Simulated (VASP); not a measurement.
## Core levels calculation, with input and output: PbS

PbS (2 atoms in the cell), computed with Kohn-Sham DFT of a periodic cell, PBEsol, VASP PAW PBE potentials, recommended, no spin polarisation (VASP 6.6.1).

The structure derives from an entry of the Crystallography Open Database.

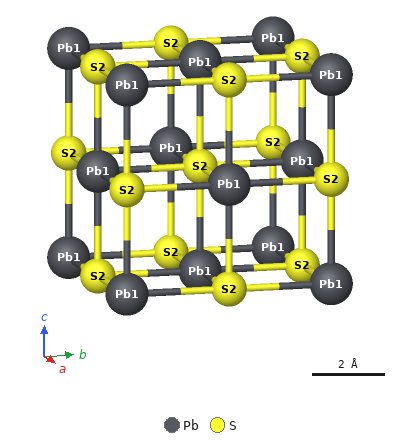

Figure 1. The input geometry (ball-and-stick view of the cell 4 times as large as that of the calculation, set on its symmetry axes, seen slightly off an axis; atoms are numbered from 1 in the order of the input). Near neighbours in the crystal (not all of them lie inside the picture): Pb has 6 S at 2.97 Å; S has 6 Pb at 2.97 Å.

### Summary

- outcome: converged
- space group (tolerance 0.01 Å): Fm-3m (225)
- electrons treated: 20
- free energy: −9.4556 eV
- Fermi energy of the self-consistent step: 5.793 eV
- gap on the k-point mesh: 0.25 eV
- pressure: −0.87 GPa
- largest force (length of the vector): under 0.001 eV/Å
- hardware: 1 thread of Intel Xeon (Sapphire Rapids), 64 GiB of memory available, shared host
- wall time: 22 s
- peak memory: 0.18 GiB

### Remarks

Spin–orbit coupling is left out, which matters for Pb.

### INCAR
```
SYSTEM = PbS
PREC = Accurate
ENCUT = 520
EDIFF = 1E-6
ISMEAR = 0
SIGMA = 0.02
LREAL = .False.
LASPH = .True.
NELM = 60
ALGO = Fast
ISIF = 2
LWAVE = .False.
LCHARG = .False.
GGA = PS
ICORELEVEL = 1
```

### KPOINTS
```
regular mesh
0
Gamma
  8 8 8
  0 0 0
```

### POSCAR
```
PbS
1.0
    0.0000000000      2.9657500000      2.9657500000
    2.9657500000      0.0000000000      2.9657500000
    2.9657500000      2.9657500000      0.0000000000
Pb S
1 1
Direct
    0.0000000000      0.0000000000      0.0000000000
    0.5000000000      0.5000000000      0.5000000000
```

Run as:
```bash
cat potpaw_PBE.64/Pb_d/POTCAR potpaw_PBE.64/S/POTCAR > POTCAR
mpirun -np 1 vasp_std > vasp.out
```

### OSZICAR
```
N       E                     dE             d eps       ncg     rms          rms(c)
DAV:   1     0.156920711910E+03    0.15692E+03   -0.98061E+03   812   0.151E+03
DAV:   2     0.337903512404E+01   -0.15354E+03   -0.15005E+03   842   0.356E+02
DAV:   3    -0.952627406148E+01   -0.12905E+02   -0.12846E+02  1088   0.107E+02
DAV:   4    -0.984951132710E+01   -0.32324E+00   -0.32309E+00   910   0.198E+01
DAV:   5    -0.986023108599E+01   -0.10720E-01   -0.10719E-01  1202   0.353E+00    0.435E+00
RMM:   6    -0.945749748676E+01    0.40273E+00   -0.60111E-01   907   0.513E+00    0.280E+00
RMM:   7    -0.945733151765E+01    0.16597E-03   -0.18608E-01  1144   0.305E+00    0.164E+00
RMM:   8    -0.945920246624E+01   -0.18709E-02   -0.31049E-02   892   0.182E+00    0.369E-01
RMM:   9    -0.945528429817E+01    0.39182E-02   -0.83774E-03  1047   0.109E+00    0.101E-01
RMM:  10    -0.945557743422E+01   -0.29314E-03   -0.33542E-03  1238   0.524E-01    0.398E-02
RMM:  11    -0.945561949613E+01   -0.42062E-04   -0.49972E-04  1174   0.190E-01    0.598E-02
RMM:  12    -0.945561491102E+01    0.45851E-05   -0.63105E-05  1125   0.675E-02    0.347E-02
RMM:  13    -0.945561880536E+01   -0.38943E-05   -0.10509E-05   928   0.291E-02    0.364E-02
RMM:  14    -0.945560234899E+01    0.16456E-04   -0.34198E-05  1018   0.342E-02    0.179E-02
RMM:  15    -0.945560246603E+01   -0.11704E-06   -0.15724E-06   598   0.134E-02
   1 F= -.94556025E+01 E0= -.94556025E+01  d E =-.630701E-16
```

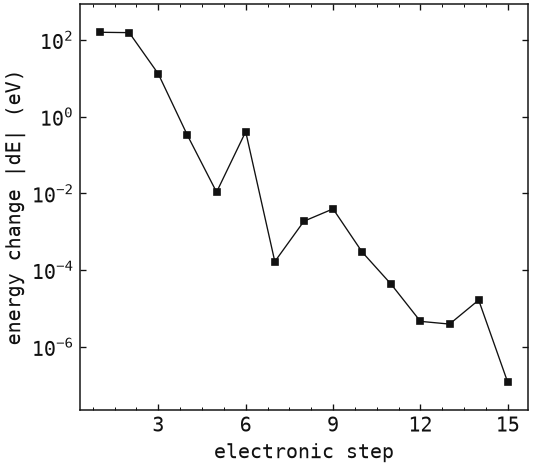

Figure 2. Convergence of the self-consistent field: energy change |dE| against the electronic step. It takes 15 electronic steps. The density is held fixed in the first few steps, and dE rises again when its update begins.

### Parts of OUTCAR
```
SYSTEM = PbS
   PREC = Accurate
   ENCUT = 520
   EDIFF = 1E-6
   ISMEAR = 0
   LREAL = .False.
   LASPH = .True.
   NELM = 60
   ISIF = 2
   GGA = PS

 ion  position               nearest neighbor table
   1  0.000  0.000  0.000-   2 2.97   2 2.97   2 2.97   2 2.97   2 2.97   2 2.97
   2  0.500  0.500  0.500-   1 2.97   1 2.97   1 2.97   1 2.97   1 2.97   1 2.97

  LATTYP: Found a face centered cubic cell.
 ALAT       =     5.9315000000

  Lattice vectors:

 A1 = (   0.0000000000,   2.9657500000,   2.9657500000)
 A2 = (   2.9657500000,   0.0000000000,   2.9657500000)
 A3 = (   2.9657500000,   2.9657500000,   0.0000000000)

Analysis of symmetry for initial positions (statically):
=====================================================================
 Subroutine PRICEL returns:
 Original cell was already a primitive cell.

 Routine SETGRP: Setting up the symmetry group for a
 face centered cubic supercell.

 Subroutine GETGRP returns: Found 48 space group operations
 (whereof 48 operations were pure point group operations)
 out of a pool of 48 trial point group operations.

The static configuration has the point symmetry O_h .

Analysis of symmetry for dynamics (positions and initial velocities):
=====================================================================
 Subroutine PRICEL returns:
 Original cell was already a primitive cell.

 Routine SETGRP: Setting up the symmetry group for a
 face centered cubic supercell.

 Subroutine GETGRP returns: Found 48 space group operations
 (whereof 48 operations were pure point group operations)
 out of a pool of 48 trial point group operations.

The dynamic configuration has the point symmetry O_h .

 Subroutine INISYM returns: Found 48 space group operations
 (whereof 48 operations are pure point group operations),
 and found     1 'primitive' translations

----------------------------------------------------------------------------------------

                                     Primitive cell

  volume of cell :      52.1715

  direct lattice vectors                    reciprocal lattice vectors
     0.000000000  2.965750000  2.965750000    -0.168591419  0.168591419  0.168591419
     2.965750000  0.000000000  2.965750000     0.168591419 -0.168591419  0.168591419
     2.965750000  2.965750000  0.000000000     0.168591419  0.168591419 -0.168591419

  length of vectors
     4.194203873  4.194203873  4.194203873     0.292008903  0.292008903  0.292008903

  position of ions in fractional coordinates (direct lattice)
     0.000000000  0.000000000  0.000000000
     0.500000000  0.500000000  0.500000000

  ion indices of the primitive-cell ions
   primitive index   ion index
                 1           1
                 2           2

----------------------------------------------------------------------------------------

 KPOINTS: regular mesh

Automatic generation of k-mesh.
 Grid dimensions read from file:
 generate k-points for:    8    8    8

 Generating k-lattice:

  Cartesian coordinates                     Fractional coordinates (reciprocal lattice)
    -0.021073927  0.021073927  0.021073927     0.125000000  0.000000000  0.000000000
     0.021073927 -0.021073927  0.021073927     0.000000000  0.125000000  0.000000000
     0.021073927  0.021073927 -0.021073927     0.000000000  0.000000000  0.125000000

  Length of vectors
     0.036501113  0.036501113  0.036501113

  Shift w.r.t. Gamma in fractional coordinates (k-lattice)
     0.000000000  0.000000000  0.000000000

 Subroutine IBZKPT returns following result:
 ===========================================

 Found     29 irreducible k-points:

 Following reciprocal coordinates:
            Coordinates               Weight
  0.000000  0.000000  0.000000      1.000000
  0.125000  0.000000  0.000000      8.000000
  0.250000  0.000000  0.000000      8.000000
  0.375000  0.000000  0.000000      8.000000
  0.500000  0.000000  0.000000      4.000000
  0.125000  0.125000  0.000000      6.000000
  0.250000  0.125000  0.000000     24.000000
  0.375000  0.125000  0.000000     24.000000
  0.500000  0.125000  0.000000     24.000000
 -0.375000  0.125000  0.000000     24.000000
 -0.250000  0.125000  0.000000     24.000000
 -0.125000  0.125000  0.000000     12.000000
  0.250000  0.250000  0.000000      6.000000
  0.375000  0.250000  0.000000     24.000000
  0.500000  0.250000  0.000000     24.000000
 -0.375000  0.250000  0.000000     24.000000
 -0.250000  0.250000  0.000000     12.000000
  0.375000  0.375000  0.000000      6.000000
  0.500000  0.375000  0.000000     24.000000
 -0.375000  0.375000  0.000000     12.000000
  0.500000  0.500000  0.000000      3.000000
  0.375000  0.250000  0.125000     24.000000
  0.500000  0.250000  0.125000     48.000000
 -0.375000  0.250000  0.125000     24.000000
 [... further k-points ...]
   k-points           NKPTS =     29   k-points in BZ     NKDIM =     29   number of bands    NBANDS=     14
   number of dos      NEDOS =    301   number of ions     NIONS =      2
   total plane-waves  NPLWV =  32768
   dimension x,y,z NGX =    32 NGY =   32 NGZ =   32
   dimension x,y,z NGXF=    64 NGYF=   64 NGZF=   64
   ions per type =               1   1
   NGX,Y,Z   is equivalent  to a cutoff of  12.68, 12.68, 12.68 a.u.
   NGXF,Y,Z  is equivalent  to a cutoff of  25.37, 25.37, 25.37 a.u.
 SYSTEM =  PbS
   PREC   = accura    normal or accurate (medium, high low for compatibility)
   ISTART =      0    job   : 0-new  1-cont  2-samecut
   ICHARG =      2    charge: 1-file 2-atom 10-const
   ISPIN  =      1    spin polarized calculation?
   LNONCOLLINEAR =      F non collinear calculations
   LSORBIT =      F    spin-orbit coupling
   LASPH  =      T    aspherical Exc in radial PAW
   ENCUT  =  520.0 eV  38.22 Ry    6.18 a.u.   7.80  7.80  7.80*2*pi/ulx,y,z
   NELM   =     60;   NELMIN=  2; NELMDL= -5     # of ELM steps
   EDIFF  = 0.1E-05   stopping-criterion for ELM
   LREAL  =      F    real-space projection
   EDIFFG = 0.1E-04   stopping-criterion for IOM
   NSW    =      0    number of steps for IOM
   IBRION =     -1    ionic relax: 0-MD 1-quasi-New 2-CG
   NFREE  =      0    steps in history (QN), initial steepest desc. (CG)
   ISIF   =      2    stress and relaxation
   ISYM   =      2    0-nonsym 1-usesym 2-fastsym
   POTIM  = 0.5000    time-step for ionic-motion
   TEBEG  =    0.0;   TEEND  =   0.0 temperature during run
   PSTRESS=    0.0 pullay stress
   NELECT =      20.0000    total number of electrons
   NUPDOWN=      -1.0000    fix difference up-down
   EMIN   =  10.00;   EMAX   =-10.00  energy-range for DOS
   EFERMI =   0.00;   METHOD = LEGACY
   ISMEAR =     0;   SIGMA  =   0.02  broadening in eV -4-tet -1-fermi 0-gaus
   EFERMI_NEDOS =   21; number of points for ismear=-14 and -15
   IALGO  =     68    algorithm
   IMIX   =      4    mixing-type and parameters
     AMIX     =   0.40;   BMIX     =  1.00
     AMIX_MAG =   1.60;   BMIX_MAG =  1.00
  volume/ion in A,a.u.               =      26.09       176.04
  Fermi-wavevector in a.u.,A,eV,Ry     =   1.189251  2.247359 19.242973  1.414319
  Thomas-Fermi vector in A             =   2.325363
   LORBIT       =      0    0 simple, 1 ext, 2 COOP (PROOUT), +10 PAW based schemes
   GGA     = PS    functional components
   LHFCALC =     F    Hartree Fock is set to
   AEXX    =    0.0000 exact exchange contribution
   IVDW    =     0    specifies the selected vdW correction
   LEPSILON=     F    determine dielectric tensor
   LRPA    =     F    only Hartree local field effects (RPA)
 non-spin polarized calculation
 RMM-DIIS sequential band-by-band and
 Gauss-broadening in eV      SIGMA  =   0.02
  energy-cutoff  :      520.00
  volume of cell :       52.17
 maximum number of plane-waves:      1424
   NGX = 15   NGY = 15   NGZ = 15

 number of electron      19.9999998 magnetization

 Free energy of the ion-electron system (eV)
  ---------------------------------------------------
  ext. energy  EPLUGINS =         0.00000000
  ---------------------------------------------------
  free energy    TOTEN  =        -9.45560247 eV

  energy without entropy =       -9.45560247  energy(sigma->0) =       -9.45560247

 the core state eigenenergies are
   1-  1s -88081.7716  2s -15743.2643  2p -13498.0275  3s  -3771.5170  3p  -3128.0546
       3d  -2473.1058  4s   -846.0471  4p   -635.2548  4d   -391.6423  4f   -122.6747
       5s   -133.8589  5p    -75.5610
   2-  1s  -2393.6633  2s   -199.6959  2p   -144.4727

 E-fermi :   5.7931     XC(G=0):  -9.8874     alpha+bet :-11.0426

 val. band max:        5.6873818595   @ k =   0.5000   0.0000   0.0000
 cond. band min:       5.9422132541   @ k =   0.5000   0.0000   0.0000
 fundamental gap:      0.2548313946
 Fermi energy:         5.7931473852

 k-point     1 :       0.0000    0.0000    0.0000
  band No.  band energies     occupation
      1     -11.0552      2.00000
      2     -11.0552      2.00000
      3     -11.0552      2.00000
      4     -11.0419      2.00000
      5     -11.0419      2.00000
      6      -7.9157      2.00000
      7      -0.3703      2.00000
      8       3.5173      2.00000
      9       3.5173      2.00000
     10       3.5173      2.00000
     11      10.8481      0.00000
     12      10.8481      0.00000
     13      10.8481      0.00000
     14      12.3322      0.00000

 k-point     2 :       0.1250    0.0000    0.0000
  band No.  band energies     occupation
      1     -11.0545      2.00000
      2     -11.0528      2.00000
      3     -11.0528      2.00000
      4     -11.0420      2.00000
      5     -11.0420      2.00000
      6      -7.7807      2.00000
      7      -0.8250      2.00000
      8       3.5592      2.00000
      9       3.5592      2.00000
     10       3.8537      2.00000
     11       9.5995      0.00000
     12      10.0616      0.00000
     13      10.0616      0.00000
     14      12.2500      0.00000

 k-point     3 :       0.2500    0.0000    0.0000
  band No.  band energies     occupation
      1     -11.0607      2.00000
      2     -11.0607      2.00000
      3     -11.0532      2.00000
      4     -11.0286      2.00000
      5     -11.0286      2.00000
      6      -7.4048      2.00000
      7      -1.8025      2.00000
      8       3.6787      2.00000
      9       3.6787      2.00000
     10       4.5062      2.00000
     11       7.9605      0.00000
     12       8.8461      0.00000
     13       8.8461      0.00000
     14      12.4100      0.00000

 k-point     4 :       0.3750    0.0000    0.0000
  band No.  band energies     occupation
      1     -11.0713      2.00000
      2     -11.0713      2.00000
      3     -11.0525      2.00000
      4     -11.0124      2.00000
      5     -11.0124      2.00000
      6      -6.9138      2.00000
      7      -2.7688      2.00000
      8       3.8339      2.00000
      9       3.8339      2.00000
     10       5.1393      2.00000
     11       6.7082      0.00000
     12       7.9288      0.00000
     13       7.9288      0.00000
     14      13.2662      0.00000

 k-point     5 :       0.5000    0.0000    0.0000
  band No.  band energies     occupation
      1     -11.0757      2.00000
      2     -11.0757      2.00000
      3     -11.0523      2.00000
      4     -11.0056      2.00000
      5     -11.0056      2.00000
      6      -6.6468      2.00000
      7      -3.2102      2.00000
      8       3.9135      2.00000
      9       3.9135      2.00000
     10       5.6874      2.00000
     11       5.9422      0.00000
     12       7.5826      0.00000
     13       7.5826      0.00000
     14      14.1792      0.00000

 [... the levels of 11 k-points are left out ...]

 k-point    17 :      -0.2500    0.2500    0.0000
  band No.  band energies     occupation
      1     -11.0917      2.00000
      2     -11.0588      2.00000
      3     -11.0407      2.00000
      4     -11.0235      2.00000
      5     -11.0223      2.00000
      6      -6.7173      2.00000
      7      -2.5472      2.00000
      8       1.9448      2.00000
      9       3.7871      2.00000
     10       4.8675      2.00000
     11       7.0469      0.00000
     12       8.0682      0.00000
     13       9.8727      0.00000

------------------------ aborting loop because EDIFF is reached ----------------------------------------

  FORCE on cell =-STRESS in cart. coord.  units (eV):
  Direction    XX          YY          ZZ          XY          YZ          ZX
  --------------------------------------------------------------------------------------
  -------------------------------------------------------------------------------------
  Total       -0.2843377     -0.2843377     -0.2843377     -0.0000000     -0.0000000      0.0000000
  in kB       -8.7319539     -8.7319539     -8.7319539     -0.0000000     -0.0000000      0.0000000
  external PRESSURE =      -8.7319539 kB  Pullay stress =       0.0000000 kB

 VOLUME and BASIS-vectors are now :
 -----------------------------------------------------------------------------
  energy-cutoff  :      520.00
  volume of cell :       52.17
      direct lattice vectors                 reciprocal lattice vectors
     0.000000000  2.965750000  2.965750000    -0.168591419  0.168591419  0.168591419
     2.965750000  0.000000000  2.965750000     0.168591419 -0.168591419  0.168591419
     2.965750000  2.965750000  0.000000000     0.168591419  0.168591419 -0.168591419

 POSITION                                       TOTAL-FORCE (eV/Angst)
 -----------------------------------------------------------------------------------
      0.00000      0.00000      0.00000        -0.000000     -0.000000     -0.000000
      2.96575      2.96575      2.96575         0.000000      0.000000      0.000000
 -----------------------------------------------------------------------------------
    total drift:                                0.000000     -0.000000     -0.000000

  FREE ENERGIE OF THE ION-ELECTRON SYSTEM (eV)
  ---------------------------------------------------
  free  energy   TOTEN  =        -9.4556024660 eV

  energy  without entropy=       -9.4556024660  energy(sigma->0) =       -9.45560247
```

### CONTCAR
```
PbS
   1.00000000000000
     0.0000000000000000    2.9657499999999999    2.9657499999999999
     2.9657499999999999    0.0000000000000000    2.9657499999999999
     2.9657499999999999    2.9657499999999999    0.0000000000000000
  Pb              S
     1     1
Direct
     0.0000000000000000    0.0000000000000000    0.0000000000000000
     0.5000000000000000    0.5000000000000000    0.5000000000000000

  0.00000000E+00  0.00000000E+00  0.00000000E+00
  0.00000000E+00  0.00000000E+00  0.00000000E+00
```
